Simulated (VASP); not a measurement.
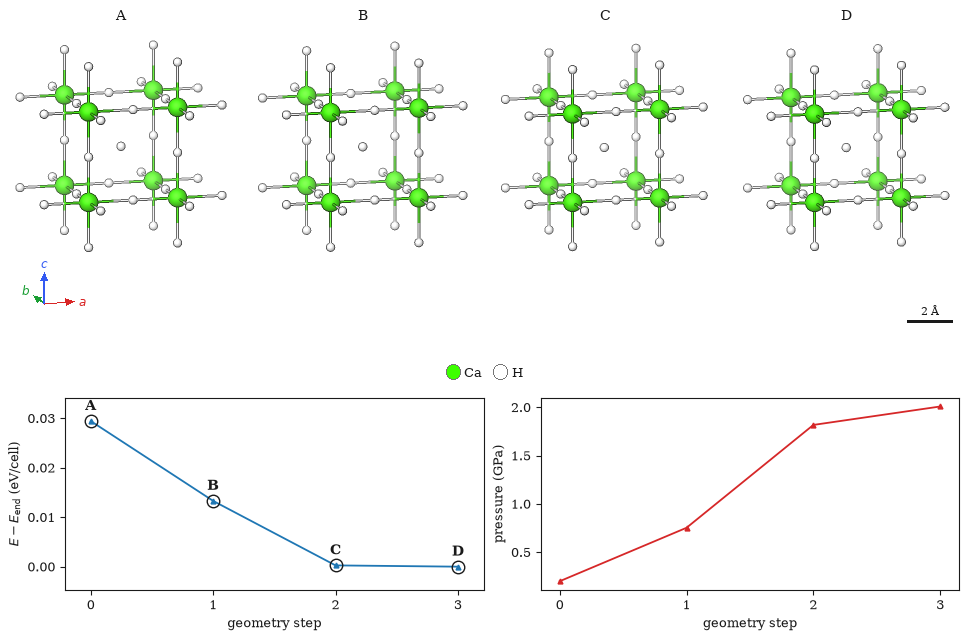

Frames of a relaxation of solid CaH4 (a generated structure, set up in Pm-3m), marked on the history of the run. The picture is a ball-and-stick view of the cell of the calculation, seen slightly off an axis.

The run lets cell and atoms move.

Level of theory: VASP, Kohn-Sham DFT of a periodic cell, PBE, VASP PAW PBE potentials, recommended.

The input:
```
SYSTEM = CaH4
PREC     = Accurate       ! precision mode
ENCUT    = 600            ! plane-wave cutoff, eV
EDIFF    = 1E-7           ! SCF threshold, eV
ISMEAR   = -1             ! smearing method
SIGMA    = 0.05           ! smearing width, eV
LREAL    = .FALSE.        ! projectors in reciprocal space
LASPH    = .TRUE.         ! aspherical terms in the spheres
NELM     = 60             ! most SCF steps
ALGO     = Fast           ! electronic algorithm
ISIF     = 3              ! what is computed and relaxed
LWAVE    = .FALSE.        ! write WAVECAR
LCHARG   = .FALSE.        ! write CHGCAR
GGA      = PE             ! functional
IBRION   = 2              ! ionic algorithm
NSW      = 60             ! ionic steps
EDIFFG   = -0.005         ! ionic threshold
PSTRESS  = 20
```

Command:
```bash
cat potpaw_PBE.64/Ca_sv/POTCAR potpaw_PBE.64/H/POTCAR > POTCAR
mpirun -np 1 vasp_std > vasp.out
```

Q: Describe the path.

A: No atom moves by more than 0.005 Å relative to the cell. The drawn cell changes as follows: a = b = c 4.168 → 4.070 Å (−2.4 %); the volume changes by −6.9 %. Among the contacts that change: Ca–H 2.084 → 2.035 Å. The space group stays Pm-3m (No. 221). After 3 geometry steps the energy has fallen by 29.4 meV per cell of the calculation. With the target pressure of 2 GPa, the enthalpy E + pV changes by −91.9 meV per cell of the calculation. All forces vanish by symmetry, so only the cell relaxes. The pressure goes from 0.20 to 2.01 GPa. From step 0 to 1: volume −2.3 %, energy −16.1 meV per cell of the calculation. From step 1 to 2: volume −4.0 %, energy −13.0 meV per cell of the calculation. From step 2 to 3: volume −0.7 %, energy −0.3 meV per cell of the calculation.
